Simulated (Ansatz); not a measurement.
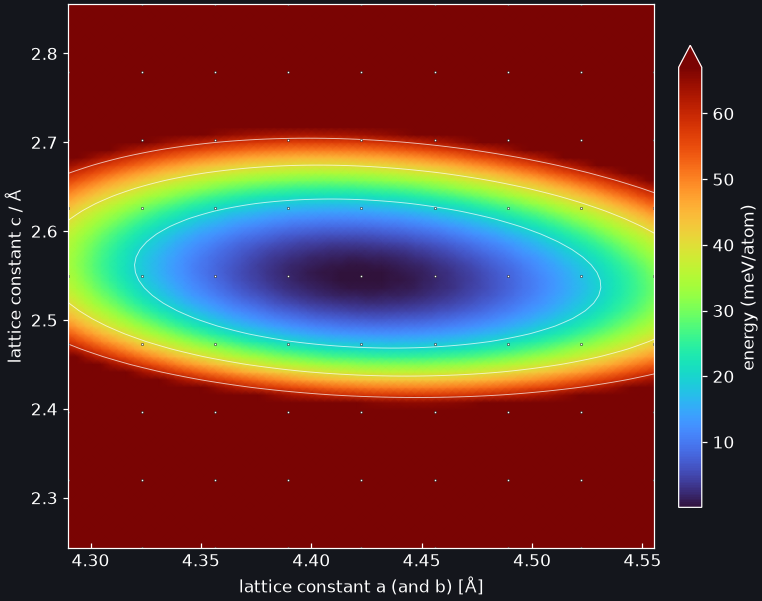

BN (P4_2/mnm, No. 136; 8 atoms in the cell). The energy is mapped over the lattice constants a and c of the conventional cell. Coordinates scanned: (1) lattice constant a (and b); (2) lattice constant c. Nothing is relaxed (fractional coordinates fixed). Grid: 9 × 9 points. Points are written as (first, second). Energies: meV/atom, counted from the lowest grid point. These are results of DFT PBE, scalar-relativistic, plane waves, PAW in Ansatz, not measurements. Settings: cutoff 520 eV, k-mesh 6×6×10 in the order of the run's cell vectors, gaussian smearing 0.05 eV, no spin polarisation.

In the figure: a smooth colour map with a few white contour lines, dots at the grid points, one colour for all values above the top of the scale. Between grid points the surface is interpolated.

Estimate the position of the minimum and the force constants in these coordinates.

Answer. The interpolated minimum is at lattice constant a (and b) ≈ 4.423 Å, lattice constant c ≈ 2.549 Å. The curvatures there are about 29 eV/Å² and 46 eV/Å², with a cross term of about 4.9 eV/Å² (per cell of 8 atoms). Round the minimum the two coordinates are weakly coupled (coupling 0.13 in units of the two stiffnesses).

PAW datasets: the set soft_1.
